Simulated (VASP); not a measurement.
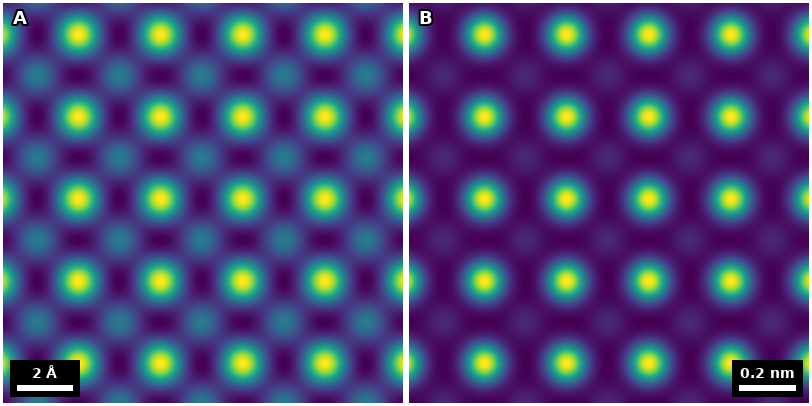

Two simulated images of the same area of InP (F-43m, No. 216) along [001], with a probe of 1.17 Å. One is incoherent Z contrast (Z^1.7 per atom), the other the projected potential of neutral atoms blurred by the probe (iDPC-like, thin sample). Brightness is counted from the darkest point of the image. Model: coordinates from a relaxation with VASP Kohn-Sham DFT of a periodic cell, PBE, VASP PAW PBE potentials, materialsproject (VASP 6.6.1).

Which panel is which, and how can one tell?

B is the Z-contrast image and A the potential image. The columns of 1 P per repeat reach about 11 % of the brightest peak (1 In) in B but about 41 % in A, mainly since the potential grows much more slowly with atomic number.
